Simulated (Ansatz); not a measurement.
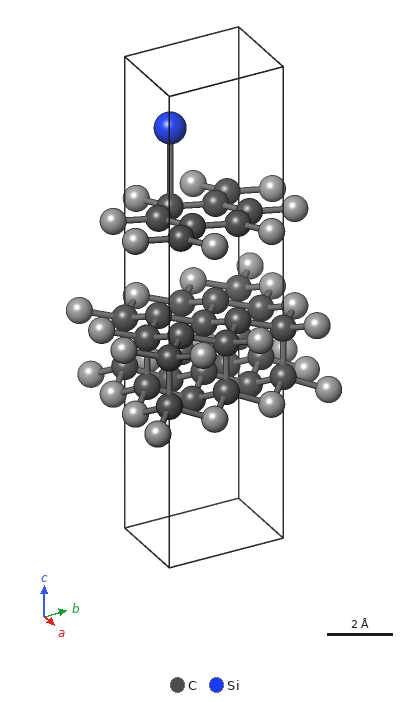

The input geometry (ball-and-stick view of the cell of the calculation, with the vacuum cut short, seen slightly off an axis; neighbours outside the cell are drawn fainter). An atom can appear more than once, as a periodic image.

## Single-point calculation, with input and output: SiC₂₄ (part 1 of 2)

SiC₂₄ (slab, 25 atoms in the cell), computed with DFT PBE+D3(BJ), scalar-relativistic, plane waves, PAW, PAW set soft_1, spin-polarised (Ansatz 0.2.0).

The structure derives from an entry of the Crystallography Open Database. Figures and captions count atoms from 1; the log counts them from 0 in places.

### Input
```yaml
crystal:
  lattice:
    - [5.0304222913, 0.0, 0.0]
    - [-2.5152111456, 4.356473496, 0.0]
    - [0.0, 0.0, 22.898528743]
  atoms:
    - { symbol: C, position: [0.1666666667, 0.3333333333, 0.174683712] }
    - { symbol: C, position: [0.1666666667, 0.8333333333, 0.174683712] }
    - { symbol: C, position: [0.6666666667, 0.3333333333, 0.174683712] }
    - { symbol: C, position: [0.6666666667, 0.8333333333, 0.174683712] }
    - { symbol: C, position: [0.0, 0.0, 0.1971050357] }
    - { symbol: C, position: [0.0, 0.5, 0.1971050357] }
    - { symbol: C, position: [0.5, 0.0, 0.1971050357] }
    - { symbol: C, position: [0.5, 0.5, 0.1971050357] }
    - { symbol: C, position: [0.0, 0.0, 0.2643690068] }
    - { symbol: C, position: [0.0, 0.5, 0.2643690068] }
    - { symbol: C, position: [0.5, 0.0, 0.2643690068] }
    - { symbol: C, position: [0.5, 0.5, 0.2643690068] }
    - { symbol: C, position: [0.3333333333, 0.1666666667, 0.2794551217] }
    - { symbol: C, position: [0.3333333333, 0.6666666667, 0.2794551217] }
    - { symbol: C, position: [0.8333333333, 0.1666666667, 0.2794551217] }
    - { symbol: C, position: [0.8333333333, 0.6666666667, 0.2794551217] }
    - { symbol: C, position: [0.3333333333, 0.1666666667, 0.4145887539] }
    - { symbol: C, position: [0.3333333333, 0.6666666667, 0.4145887539] }
    - { symbol: C, position: [0.8333333333, 0.1666666667, 0.4145887539] }
    - { symbol: C, position: [0.8333333333, 0.6666666667, 0.4145887539] }
    - { symbol: C, position: [0.1666666667, 0.3333333333, 0.4148095648] }
    - { symbol: C, position: [0.1666666667, 0.8333333333, 0.4148095648] }
    - { symbol: C, position: [0.6666666667, 0.3333333333, 0.4148095648] }
    - { symbol: C, position: [0.6666666667, 0.8333333333, 0.4148095648] }
    - { symbol: Si, position: [0.1666666667, 0.3333333333, 0.5239868848], spin: 2.0 }
basis:
  ecutwfc: 420
kpoints:
  mp_grid: { grid: [6, 6, 1] }
hamiltonian:
  xc: pbe
  pseudopotentials: { kind: paw, azcp: { folder: soft_1 } }
  dispersion: d3bj
scf:
  occupations: { method: gaussian, width: 0.05 }
output:
  forces: true
  eigenvalues: true
  populations: true
  write_density: true
  write_potential: true
  elf: true
  volumetric_format: npy
magnetization:
  spin_polarized: true
efield:
  axis: 3
  dipole_correction: true
  ramp_width: 0.04
```

Command:
```bash
ansatz run input.yaml --threads 2 --pin off --max-ram 6144MiB --backend cpu --events-out ev --progress --plain --runs-dir out
```

### The program's output
```
Engine: ansatz 0.2.0, aarch64-unknown-linux-gnu
Pseudopotentials: kind: paw
Pseudopotential: C, paw, valence charge 4, recommended cutoff 420 eV (normal), [file]
Pseudopotential: Si, paw, valence charge 4, recommended cutoff 420 eV (normal), [file]
Functional definition: PBE
  parameter kappa = 0.804
  parameter beta = 0.06672455060314922
  exchange = pbe_x(kappa = kappa, mu = beta*pi^2/3)
  correlation = pbe_c(beta = beta)
Crystal: 25 atoms, lattice volume = 501.819 Å³
Basis set: ecut = 420 eV, 9863 PW (Γ), exchange–correlation on 72×72×320 points (8 copies of the dense FFT grid, shifted against one another)
Bands: 76, of which v1, the nominal top of the filled ones, is band 50 counted from 1 (49 counted from 0)
Symmetry: 6 space group operations
k-points: 7 of 36 (time reversal used)
Non-local potential: C, projectors of the file, l = 0: 2, l = 1: 2, l = 2: 1
Non-local potential: Si, projectors of the file, l = 0: 2, l = 1: 2, l = 2: 1
PAW form: soft (Blöchl's): semilocal exchange-correlation on the pseudo side does not see the compensation charge
PAW one-centre angular grid: C, 110 points (default); XC on 64 Gauss nodes
PAW one-centre angular grid: Si, 110 points (default); XC on 64 Gauss nodes
Starting moments: Σ|m| = 2 μB on 1 of 25 sites
Initial wavefunctions: pseudopotential atomic-orbital guess
Functional: x = pbe(κ = 0.804, μ = 0.2195149727645171), c = pbe(β = 0.06672455060314922)
SCF iter   1: F=—  HF=-6654.605334 eV  |F-HF|=—  |Δ(HF+E_count)|=         —  Δρ=4.07e-2 (↑4.07e-2 ↓3.71e-2)  dr2=8.42e1  dr2_m=3.79e-1  M=0.045 μB ∫|m|=0.144 μB  β_m=0.30  ethr=3.10e-3  p=-0.000 e·Å  D=-5.67e-8 V/Å  ΔV_dip=0.00 eV  dr2_dipole=3.41e1  V_vac-E_F(+/−)=7.80/7.80 eV  ⟨swp⟩=7.1  Hψ=5614  notcnv=0  defer=160
efield: sawtooth ramp at fractional position 0.8293 (placed from the atoms, in the widest stretch of the axis that holds none; the zero of the levels goes with the place), width 0.0400; the density the first Hamiltonian is built on has a dipole p = -0.000 e·Å; the dipole correction subtracts the counter field D = -5.67e-8 V/Å, which shifts the + side's vacuum level by +0.00 eV against the − side's; the planar-averaged density in the ramp window peaks in size at 2.5e-7 e/Å³
preconditioner: auto → LDOS  [metal: Δε(μ)=0.008 eV  Ē_g=15.143 eV  σ=0.050 eV  W_gap=0.09  n_scr=80 (ndim 8)  ℏωp=16.6 eV  f_vac=0.525  D(μ)=19.35/eV (n_scr^D=162)]
spin=Collinear: LDOS preconditioning applied to the charge; magnetization (m = ρ↑ − ρ↓) channel mixes plain (no charge-response kernel on spin).
SCF iter   2: F=—  HF=-6645.834850 eV  |F-HF|=—  |Δ(HF+E_count)|=    8.77e0  Δρ=2.48e-2 (↑2.48e-2 ↓2.44e-2)  dr2=3.33e1  dr2_m=1.89e-2  M=1.319 μB ∫|m|=1.653 μB  β_m=0.30  ethr=3.10e-3  p=0.637 e·Å  D=2.30e-1 V/Å  ΔV_dip=-5.26 eV  dr2_dipole=1.40e1  V_vac-E_F(+/−)=2.99/8.24 eV  ⟨swp⟩=4.9  Hψ=2313  notcnv=0  defer=254  κ⁻¹=1.0e0(r=1)
SCF iter   3: F=—  HF=-6643.832737 eV  |F-HF|=—  |Δ(HF+E_count)|=    2.00e0  Δρ=2.03e-2 (↑2.03e-2 ↓1.94e-2)  dr2=1.83e1  dr2_m=3.97e-2  M=0.863 μB ∫|m|=0.949 μB  β_m=0.30  ethr=3.10e-3  p=0.360 e·Å  D=1.30e-1 V/Å  ΔV_dip=-2.97 eV  dr2_dipole=6.37e0  V_vac-E_F(+/−)=4.38/7.35 eV  ⟨swp⟩=3.2  Hψ=1597  notcnv=0  defer=249  κ⁻¹=5.2e-3(r=2)
SCF iter   4: F=—  HF=-6645.218663 eV  |F-HF|=—  |Δ(HF+E_count)|=    1.39e0  Δρ=2.03e-2 (↑1.66e-2 ↓2.03e-2)  dr2=1.52e2  dr2_m=4.71e-2  M=0.629 μB ∫|m|=0.852 μB  β_m=0.30  ethr=3.10e-3  p=0.654 e·Å  D=2.36e-1 V/Å  ΔV_dip=-5.40 eV  dr2_dipole=9.17e1  V_vac-E_F(+/−)=2.00/7.40 eV  ⟨swp⟩=7.7  Hψ=3071  notcnv=0  defer=245  κ⁻¹=9.5e-4(r=3)
SCF iter   5: F=—  HF=-6641.609205 eV  |F-HF|=—  |Δ(HF+E_count)|=    3.61e0  Δρ=4.71e-3 (↑4.46e-3 ↓4.71e-3)  dr2=2.20e0  dr2_m=1.79e-2  M=1.326 μB ∫|m|=1.357 μB  β_m=1.00  ethr=3.10e-3  p=0.276 e·Å  D=9.95e-2 V/Å  ΔV_dip=-2.28 eV  dr2_dipole=8.96e-1  V_vac-E_F(+/−)=4.09/6.37 eV  ⟨swp⟩=3.8  Hψ=1710  notcnv=0  defer=246  κ⁻¹=1.6e-4(r=4)
SCF iter   6: F=—  HF=-6641.742101 eV  |F-HF|=—  |Δ(HF+E_count)|=   1.33e-1  Δρ=3.29e-3 (↑3.29e-3 ↓3.28e-3)  dr2=1.28e0  dr2_m=4.65e-3  M=1.530 μB ∫|m|=1.599 μB  β_m=1.00  ethr=2.20e-3  p=0.252 e·Å  D=9.10e-2 V/Å  ΔV_dip=-2.08 eV  dr2_dipole=5.62e-1  V_vac-E_F(+/−)=4.20/6.29 eV  ⟨swp⟩=1.9  Hψ=1308  notcnv=0  defer=254  κ⁻¹=2.2e-5(r=5)
SCF iter   7: F=—  HF=-6641.862650 eV  |F-HF|=—  |Δ(HF+E_count)|=   1.21e-1  Δρ=4.25e-3 (↑4.25e-3 ↓2.60e-3)  dr2=4.04e0  dr2_m=4.81e-3  M=1.392 μB ∫|m|=1.526 μB  β_m=0.30  ethr=1.28e-3  p=0.192 e·Å  D=6.93e-2 V/Å  ΔV_dip=-1.59 eV  dr2_dipole=2.45e0  V_vac-E_F(+/−)=4.35/5.94 eV  ⟨swp⟩=2.2  Hψ=885  notcnv=0  defer=255  κ⁻¹=4.8e-6(r=6)
SCF iter   8: F=—  HF=-6641.955346 eV  |F-HF|=—  |Δ(HF+E_count)|=   9.27e-2  Δρ=5.76e-3 (↑5.76e-3 ↓3.43e-3)  dr2=7.96e0  dr2_m=1.14e-2  M=1.140 μB ∫|m|=1.308 μB  β_m=0.30  ethr=1.28e-3  p=0.160 e·Å  D=5.76e-2 V/Å  ΔV_dip=-1.32 eV  dr2_dipole=4.83e0  V_vac-E_F(+/−)=4.48/5.80 eV  ⟨swp⟩=1.2  Hψ=1059  notcnv=0  defer=253  κ⁻¹=4.2e-7(r=7)
SCF iter   9: F=—  HF=-6641.822007 eV  |F-HF|=—  |Δ(HF+E_count)|=   1.33e-1  Δρ=2.43e-3 (↑2.43e-3 ↓2.35e-3)  dr2=2.02e0  dr2_m=3.69e-3  M=1.538 μB ∫|m|=1.741 μB  β_m=1.00  ethr=1.28e-3  p=0.177 e·Å  D=6.39e-2 V/Å  ΔV_dip=-1.46 eV  dr2_dipole=1.17e0  V_vac-E_F(+/−)=4.38/5.84 eV  ⟨swp⟩=1.2  Hψ=964  notcnv=0  defer=254  κ⁻¹=3.1e-7(r=8)
SCF iter  10: F=—  HF=-6641.790278 eV  |F-HF|=—  |Δ(HF+E_count)|=   3.17e-2  Δρ=2.56e-3 (↑1.56e-3 ↓2.56e-3)  dr2=2.03e-1  dr2_m=1.47e-2  M=1.842 μB ∫|m|=2.276 μB  β_m=1.00  ethr=1.28e-3  p=0.205 e·Å  D=7.39e-2 V/Å  ΔV_dip=-1.69 eV  dr2_dipole=5.98e-2  V_vac-E_F(+/−)=4.20/5.89 eV  ⟨swp⟩=1.5  Hψ=1114  notcnv=0  defer=253  κ⁻¹=6.6e-7(r=8)
SCF iter  11: F=—  HF=-6641.819264 eV  |F-HF|=—  |Δ(HF+E_count)|=   2.90e-2  Δρ=2.45e-3 (↑1.64e-3 ↓2.45e-3)  dr2=4.22e-2  dr2_m=1.69e-2  M=1.890 μB ∫|m|=2.765 μB  β_m=1.00  ethr=2.03e-4  p=0.217 e·Å  D=7.83e-2 V/Å  ΔV_dip=-1.79 eV  dr2_dipole=1.03e-3  V_vac-E_F(+/−)=4.12/5.91 eV  ⟨swp⟩=2.1  Hψ=1578  notcnv=0  defer=258  κ⁻¹=6.0e-7(r=8)
SCF iter  12: F=—  HF=-6641.859759 eV  |F-HF|=—  |Δ(HF+E_count)|=   4.05e-2  Δρ=2.63e-3 (↑2.63e-3 ↓2.58e-3)  dr2=3.96e-2  dr2_m=2.82e-2  M=1.889 μB ∫|m|=3.352 μB  β_m=1.20  ethr=4.22e-5  p=0.225 e·Å  D=8.11e-2 V/Å  ΔV_dip=-1.86 eV  dr2_dipole=4.37e-3  V_vac-E_F(+/−)=4.07/5.93 eV  ⟨swp⟩=2.1  Hψ=1531  notcnv=0  defer=258
Mixer restart at iter 12: flushing history
spin-set hold released at iteration 12 (site moments contracting): the magnetisation degrees of freedom join the quasi-Newton model from the next iteration; the mixer history was flushed
SCF iter  13: F=—  HF=-6641.933313 eV  |F-HF|=—  |Δ(HF+E_count)|=   7.36e-2  Δρ=3.39e-3 (↑3.39e-3 ↓2.70e-3)  dr2=1.06e-1  dr2_m=3.94e-2  M=1.889 μB ∫|m|=4.167 μB  β_m=0.65  ethr=3.96e-5  p=0.230 e·Å  D=8.29e-2 V/Å  ΔV_dip=-1.90 eV  dr2_dipole=2.46e-2  V_vac-E_F(+/−)=4.02/5.91 eV  ⟨swp⟩=2.1  Hψ=1698  notcnv=0  defer=258  recentre
density mixer auto → msr1: a metal under ldos (density of states about μ 0.76 of a free-electron gas's, 80 screened modes)
SCF iter  14: F=—  HF=-6641.897794 eV  |F-HF|=—  |Δ(HF+E_count)|=   3.55e-2  Δρ=3.75e-3 (↑3.75e-3 ↓1.99e-3)  dr2=1.06e-1  dr2_m=3.66e-2  M=1.889 μB ∫|m|=3.755 μB  β_m=0.82  ethr=3.96e-5  p=0.230 e·Å  D=8.28e-2 V/Å  ΔV_dip=-1.90 eV  dr2_dipole=3.87e-6  V_vac-E_F(+/−)=3.94/5.84 eV  ⟨swp⟩=2.1  Hψ=1556  notcnv=0  defer=258
SCF iter  15: F=—  HF=-6641.953907 eV  |F-HF|=—  |Δ(HF+E_count)|=   5.61e-2  Δρ=3.81e-3 (↑2.17e-3 ↓3.81e-3)  dr2=1.86e-1  dr2_m=3.93e-2  M=1.889 μB ∫|m|=4.225 μB  β_m=0.82  ethr=3.96e-5  p=0.250 e·Å  D=9.01e-2 V/Å  ΔV_dip=-2.06 eV  dr2_dipole=9.06e-2  V_vac-E_F(+/−)=3.88/5.94 eV  ⟨swp⟩=2.0  Hψ=1430  notcnv=0  defer=258
SCF iter  16: F=—  HF=-6642.066314 eV  |F-HF|=—  |Δ(HF+E_count)|=   1.12e-1  Δρ=3.20e-3 (↑2.59e-3 ↓3.20e-3)  dr2=3.81e-2  dr2_m=3.47e-2  M=1.889 μB ∫|m|=5.050 μB  β_m=0.96  ethr=3.96e-5  p=0.236 e·Å  D=8.49e-2 V/Å  ΔV_dip=-1.94 eV  dr2_dipole=5.45e-3  V_vac-E_F(+/−)=3.80/5.75 eV  ⟨swp⟩=3.1  Hψ=1729  notcnv=0  defer=258
SCF iter  17: F=—  HF=-6642.167898 eV  |F-HF|=—  |Δ(HF+E_count)|=   1.02e-1  Δρ=2.23e-3 (↑1.84e-3 ↓2.23e-3)  dr2=5.77e-2  dr2_m=1.35e-2  M=1.889 μB ∫|m|=5.795 μB  β_m=0.18  ethr=3.81e-5  p=0.228 e·Å  D=8.20e-2 V/Å  ΔV_dip=-1.88 eV  dr2_dipole=5.43e-3  V_vac-E_F(+/−)=3.74/5.61 eV  ⟨swp⟩=3.0  Hψ=2070  notcnv=0  defer=258
SCF iter  18: F=—  HF=-6642.198329 eV  |F-HF|=—  |Δ(HF+E_count)|=   3.04e-2  Δρ=7.54e-4 (↑6.14e-4 ↓7.54e-4)  dr2=5.41e-3  dr2_m=1.60e-3  M=1.889 μB ∫|m|=6.341 μB  β_m=0.62  ethr=3.81e-5  p=0.211 e·Å  D=7.61e-2 V/Å  ΔV_dip=-1.74 eV  dr2_dipole=2.32e-3  V_vac-E_F(+/−)=3.72/5.46 eV  ⟨swp⟩=2.9  Hψ=1642  notcnv=0  defer=258
SCF iter  19: F=—  HF=-6642.194748 eV  |F-HF|=—  |Δ(HF+E_count)|=   3.58e-3  Δρ=7.46e-4 (↑6.60e-4 ↓7.46e-4)  dr2=4.49e-4  dr2_m=2.22e-3  M=1.889 μB ∫|m|=6.241 μB  β_m=0.68  ethr=5.41e-6  p=0.203 e·Å  D=7.34e-2 V/Å  ΔV_dip=-1.68 eV  dr2_dipole=5.61e-6  V_vac-E_F(+/−)=3.75/5.43 eV  ⟨swp⟩=2.0  Hψ=1658  notcnv=0  defer=258
SCF iter  20: F=—  HF=-6642.197619 eV  |F-HF|=—  |Δ(HF+E_count)|=   2.87e-3  Δρ=6.21e-4 (↑6.21e-4 ↓4.74e-4)  dr2=1.38e-3  dr2_m=1.32e-3  M=1.889 μB ∫|m|=6.664 μB  β_m=0.68  ethr=4.49e-7  p=0.194 e·Å  D=6.99e-2 V/Å  ΔV_dip=-1.60 eV  dr2_dipole=3.71e-4  V_vac-E_F(+/−)=3.74/5.34 eV  ⟨swp⟩=4.1  Hψ=2648  notcnv=0  defer=258
SCF iter  21: F=—  HF=-6642.200994 eV  |F-HF|=—  |Δ(HF+E_count)|=   3.37e-3  Δρ=1.28e-4 (↑1.18e-4 ↓1.28e-4)  dr2=6.20e-5  dr2_m=6.25e-5  M=1.889 μB ∫|m|=6.461 μB  β_m=0.65  ethr=4.49e-7  p=0.196 e·Å  D=7.06e-2 V/Å  ΔV_dip=-1.62 eV  dr2_dipole=5.67e-6  V_vac-E_F(+/−)=3.76/5.38 eV  ⟨swp⟩=3.4  Hψ=2424  notcnv=0  defer=259
SCF iter  22: F=—  HF=-6642.201015 eV  |F-HF|=—  |Δ(HF+E_count)|=   2.08e-5  Δρ=4.16e-5 (↑3.43e-5 ↓4.16e-5)  dr2=1.59e-5  dr2_m=5.45e-6  M=1.889 μB ∫|m|=6.491 μB  β_m=0.68  ethr=6.20e-8  p=0.195 e·Å  D=7.02e-2 V/Å  ΔV_dip=-1.61 eV  dr2_dipole=6.08e-6  V_vac-E_F(+/−)=3.76/5.37 eV  ⟨swp⟩=3.0  Hψ=1732  notcnv=0  defer=259
SCF iter  23: F=—  HF=-6642.201021 eV  |F-HF|=—  |Δ(HF+E_count)|=   6.05e-6  Δρ=2.88e-5 (↑2.88e-5 ↓1.53e-5)  dr2=1.73e-5  dr2_m=1.91e-6  M=1.889 μB ∫|m|=6.506 μB  β_m=0.70  ethr=1.59e-8  p=0.194 e·Å  D=7.01e-2 V/Å  ΔV_dip=-1.60 eV  dr2_dipole=1.00e-5  V_vac-E_F(+/−)=3.76/5.37 eV  ⟨swp⟩=3.0  Hψ=1691  notcnv=0  defer=259
SCF iter  24: F=—  HF=-6642.201025 eV  |F-HF|=—  |Δ(HF+E_count)|=   3.92e-6  Δρ=1.35e-5 (↑1.10e-5 ↓1.35e-5)  dr2=4.13e-6  dr2_m=3.45e-7  M=1.889 μB ∫|m|=6.503 μB  β_m=0.57  ethr=1.59e-8  p=0.194 e·Å  D=7.00e-2 V/Å  ΔV_dip=-1.60 eV  dr2_dipole=9.84e-8  V_vac-E_F(+/−)=3.76/5.37 eV  ⟨swp⟩=2.0  Hψ=1357  notcnv=0  defer=259
SCF iter  25: F=—  HF=-6642.201026 eV  |F-HF|=—  |Δ(HF+E_count)|=   3.59e-7  Δρ=5.19e-6 (↑5.19e-6 ↓3.63e-6)  dr2=5.46e-7  dr2_m=7.01e-8  M=1.889 μB ∫|m|=6.498 μB  β_m=0.56  ethr=4.13e-9  p=0.194 e·Å  D=7.00e-2 V/Å  ΔV_dip=-1.60 eV  dr2_dipole=8.48e-8  V_vac-E_F(+/−)=3.76/5.37 eV  ⟨swp⟩=2.4  Hψ=1508  notcnv=0  defer=259
SCF iter  26: F=—  HF=-6642.201026 eV  |F-HF|=—  |Δ(HF+E_count)|=   1.54e-7  Δρ=2.16e-6 (↑1.94e-6 ↓2.16e-6)  dr2=1.09e-7  dr2_m=1.34e-8  M=1.889 μB ∫|m|=6.499 μB  β_m=0.53  ethr=5.46e-10  p=0.194 e·Å  D=7.00e-2 V/Å  ΔV_dip=-1.60 eV  dr2_dipole=5.12e-8  V_vac-E_F(+/−)=3.76/5.37 eV  ⟨swp⟩=2.1  Hψ=1446  notcnv=0  defer=259
SCF iter  27: F=-6642.201026 eV  HF=-6642.201026 eV  |F-HF|=1.15e-8  |Δ(HF+E_count)|=   3.12e-8  Δρ=8.93e-7 (↑8.93e-7 ↓6.74e-7)  dr2=2.92e-8  dr2_m=1.20e-9  M=1.889 μB ∫|m|=6.499 μB  ethr=1.00e-10  p=0.194 e·Å  D=7.00e-2 V/Å  ΔV_dip=-1.60 eV  dr2_dipole=8.71e-9  V_vac-E_F(+/−)=3.76/5.37 eV  ⟨swp⟩=39.0  Hψ=14453  notcnv=0
SCF 1 converged in 27 iterations: F = -6642.201026 eV  dr2 = 2.92e-8
  greatest PAW one-centre occupation: 0.762 electrons in one spin orbital (limit 2), on the Si atom at site 24 (counted from 0), in its partial waves of l = 0
```

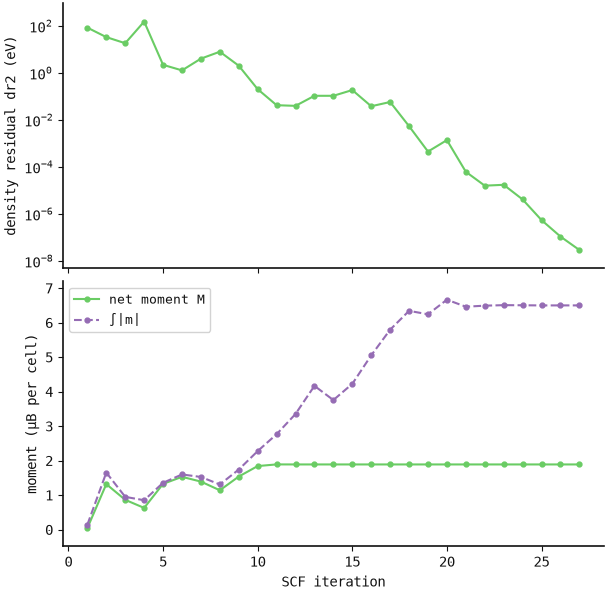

Convergence of the self-consistent field: density residual dr2 and magnetic moment against the SCF iteration. The residual falls unevenly and jumps up by a factor of two or more 4 times on the way down. The net moment goes from 0.0 to 1.9 μB per cell.
